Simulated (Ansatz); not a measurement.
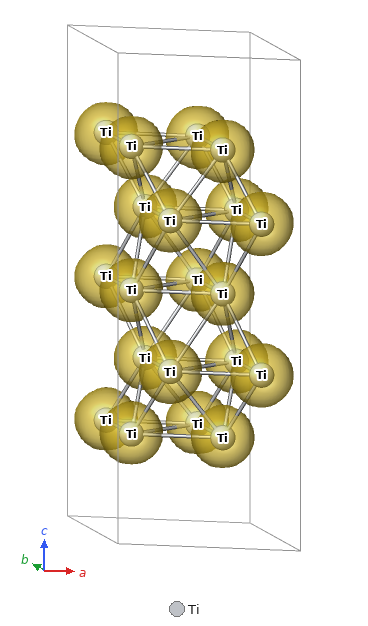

The picture shows: Ti (slab). Isosurface of the valence electron density at 0.4 e/Å³ (yellow), seen slightly off an axis. Sticks mark near contacts.

Computed without spin polarisation.

These are results of DFT PBE, scalar-relativistic, plane waves, PAW in Ansatz, not measurements.

The density is the valence pseudo-density of a PAW calculation; it isn't the true density close to the nuclei.

Input

```
crystal:
  lattice:
    - [2.9384580613, 0.0, 0.0]
    - [-1.4692290307, 2.5447793291, 0.0]
    - [0.0, 0.0, 24.3012680282]
  atoms:
    - { symbol: Ti, position: [0.3333333333, 0.6666666667, 0.3086258705] }
    - { symbol: Ti, position: [0.6666666667, 0.3333333333, 0.4043129353] }
    - { symbol: Ti, position: [0.3333333333, 0.6666666667, 0.5] }
    - { symbol: Ti, position: [0.6666666667, 0.3333333333, 0.5956870647] }
    - { symbol: Ti, position: [0.3333333333, 0.6666666667, 0.6913741295] }
basis:
  ecutwfc: 420
kpoints:
  mp_grid: { grid: [12, 12, 1] }
hamiltonian:
  xc: pbe
scf:
  occupations: { method: gaussian, width: 0.1 }
output:
  forces: true
  eigenvalues: true
  write_density: true
  write_potential: true
  elf: true
  volumetric_format: npy
relax:
  adjacent_minimum: "off"
  f_tol: 0.02
  max_steps: 60
efield:
  axis: 3
  dipole_correction: true
  ramp_width: 0.04
```

Command:

```sh
ansatz run input.yaml --threads 1 --pin off --max-ram 2560MiB --backend cpu --events-out ev --progress --plain --runs-dir out
```

The fields are those of the run's last geometry, not of the input's.

> What does this surface tell about the bonding?

At this value the density breaks into separate islands; it holds about 75 % of the electrons treated as valence (semicore included). It bridges none of the near contacts. It is pinched off along the sampled Ti–Ti (2.74 Å) and Ti–Ti (2.92 Å) contacts. On the grid the lowest density along these lines, outside the cores, is 0.23 e/Å³ (Ti–Ti, 2.74 Å) and 0.18 e/Å³ (Ti–Ti, 2.92 Å).

> Metal or insulator at this level of theory?

It is gapless in this calculation (a metal or semimetal).
